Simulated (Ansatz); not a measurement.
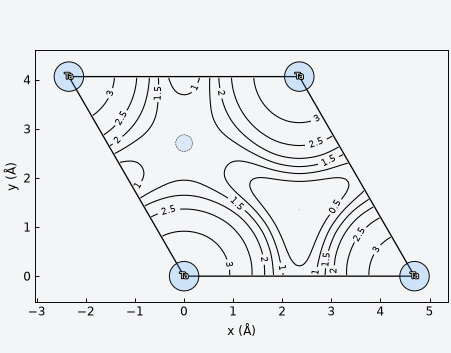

Energy landscape of Si on a Ta(111) slab cut from the Im-3m phase, its upper half relaxed before the scan (6 atoms of substrate and one adsorbate in a 1 × 1 cell). Si is moved over the surface cell; relaxed at each place: the height of the adsorbate's atoms; substrate rigid; the origin of the map has the adsorbate above Ta6. Places are given modulo a cell vector. The map is drawn in real space over the plane of the surface. The scan uses a 9 × 9 grid; 19 points were computed and 62 follow by symmetry. Energies are in eV, from the lowest grid point. With one adsorbate in each 1 × 1 cell, its nearest image is 4.7 Å away, so neighbouring adsorbates interact. Level of theory: DFT PBE, scalar-relativistic, plane waves, PAW (Ansatz 0.2.0). Settings: cutoff 420 eV, k-mesh 6×6×1, gaussian smearing 0.1 eV, no spin polarisation.

Drawn: contour lines labelled in eV, labelled circles for the atoms of the top layer and small ones for the second layer, the outline of one cell of the plane. Between grid points the surface is interpolated. 

**What does the map say about the system?**

The lowest grid point is at a threefold hollow over a third-layer Ta atom, (6/9, 3/9) of the cell vectors. The highest grid point, the top site over a surface Ta atom, (0/9, 0/9) of the cell vectors, lies 3.36 eV above the lowest. On the interpolated surface the easiest way out of the lowest well to its copy in the next cell or period passes a barrier of about 1.4 eV. At the lowest point the adsorbate has 1 Ta at 2.54 Å as nearest neighbours, at the highest 1 Ta at 2.53 Å. Its relaxed height above the top atom is 0.85 Å at the lowest and 2.53 Å at the highest point.

Grid values (eV):

| second ↓, first → | 0/9 | 1/9 | 2/9 | 3/9 | 4/9 | 5/9 | 6/9 | 7/9 | 8/9 |
| --- | --- | --- | --- | --- | --- | --- | --- | --- | --- |
| 8/9 | 3.25 | 3.01 | 2.49 | 1.49 | 1.06 | 1.49 | 2.49 | 3.01 | 3.25 |
| 7/9 | 2.90 | 2.49 | 1.70 | 1.32 | 1.32 | 1.70 | 2.49 | 2.90 | 3.03 |
| 6/9 | 2.18 | 1.49 | 1.32 | 1.39 | 1.32 | 1.49 | 2.18 | 2.53 | 2.53 |
| 5/9 | 0.89 | 1.06 | 1.32 | 1.32 | 1.06 | 0.89 | 1.31 | 1.59 | 1.31 |
| 4/9 | 0.89 | 1.49 | 1.70 | 1.49 | 0.89 | 0.30 | 0.22 | 0.22 | 0.30 |
| 3/9 | 2.18 | 2.49 | 2.49 | 2.18 | 1.31 | 0.22 | 0.00 | 0.22 | 1.31 |
| 2/9 | 2.90 | 3.01 | 2.90 | 2.53 | 1.59 | 0.22 | 0.22 | 1.59 | 2.53 |
| 1/9 | 3.25 | 3.25 | 3.03 | 2.53 | 1.31 | 0.30 | 1.31 | 2.53 | 3.03 |
| 0/9 | 3.36 | 3.25 | 2.90 | 2.18 | 0.89 | 0.89 | 2.18 | 2.90 | 3.25 |

The input of one point:

```yaml
crystal:
  lattice:
    - [4.6937283334, 0.0, 0.0]
    - [-2.3468641667, 4.0648879751, 0.0]
    - [0.0, 0.0, 19.9881921067]
  atoms:
    - { symbol: Ta, position: [0.6666666667, 0.3333333333, 0.2001181487] }
    - { symbol: Ta, position: [0.3333333333, 0.6666666667, 0.2480516125] }
    - { symbol: Ta, position: [0.0, 0.0, 0.2959850764] }
    - { symbol: Ta, position: [0.6666666667, 0.3333333333, 0.340184244] }
    - { symbol: Ta, position: [0.3333333333, 0.6666666667, 0.3819724415] }
    - { symbol: Ta, position: [0.0, 0.0, 0.4246603225] }
    - { symbol: Si, position: [0.6666666667, 0.3333333333, 0.4566792263] }
basis:
  ecutwfc: 420
kpoints:
  mp_grid: { grid: [6, 6, 1] }
hamiltonian:
  xc: pbe
  pseudopotentials: { kind: paw, azcp: { folder: soft_1 } }
scf:
  occupations: { method: gaussian, width: 0.1 }
output:
  forces: true
  eigenvalues: true
  write_density: true
  write_potential: true
  elf: true
  volumetric_format: npy
relax:
  adjacent_minimum: "off"
  f_tol: 0.025
  max_steps: 16
  constraints: [{ sites: [0, 1, 2, 3, 4, 5] }, { sites: [6], fix: xy }]
efield:
  axis: 3
  dipole_correction: true
  ramp_width: 0.04
```

Time for the 19 points that were run: 59 min on 1 thread of Arm Neoverse N1 (shared host).
